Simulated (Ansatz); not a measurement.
This input was run:

```
crystal:
  lattice:
    - [4.1572130612, 0.0, 0.0]
    - [-2.0786065306, 3.6002521199, 0.0]
    - [0.0, 0.0, 6.5159123905]
  atoms:
    - { symbol: Mg, position: [0.0, 0.0, 0.0] }
    - { symbol: I, position: [0.3333333333, 0.6666666667, 0.251589001] }
    - { symbol: I, position: [0.6666666667, 0.3333333333, 0.748410999] }
kpoints:
  mp_grid: { grid: [12, 12, 4] }
  band_path:
    path:
      - [0.0, 0.0, 0.0]
      - [0.5, 0.0, 0.0]
      - [0.3333333333, 0.3333333333, 0.0]
      - [0.0, 0.0, 0.5]
      - [0.5, 0.0, 0.5]
      - [0.3333333333, 0.3333333333, 0.5]
      - [0.5, 0.0, 0.35]
    npoints: 1
hamiltonian:
  xc: r2scan
scf:
  occupations: { method: fixed }
  n_extra_bands: 4
output:
  forces: true
  stress: true
  eigenvalues: true
```

Command:
```bash
ansatz run input.yaml --threads 4 --pin off --max-ram 3686MiB --backend cpu --events-out ev --progress --plain --runs-dir out
```

Predict the main features of the density of states.

There is a gap; over the k points computed it is 3.86 eV (indirect; the smallest direct gap is 4.29 eV). The upper group of valence states starts about 4.1 eV under the valence-band top, with a gap beneath it; it holds about 12 electrons a cell. Within the window shown, the tallest peak of the filled states lies 0.9 eV under the valence-band top, at about 5.7 states per eV and cell.

Spin-orbit coupling is left out, which matters for I.

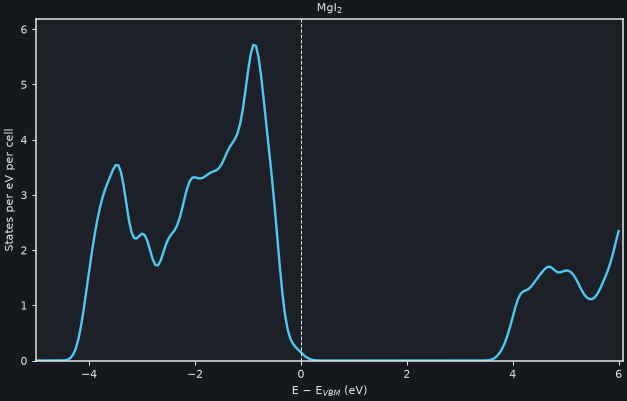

Density of states. Energies are counted from the top of the valence band. The curve is built from the levels of the k mesh with Gaussians 0.3 eV wide, which also blur the band edges.
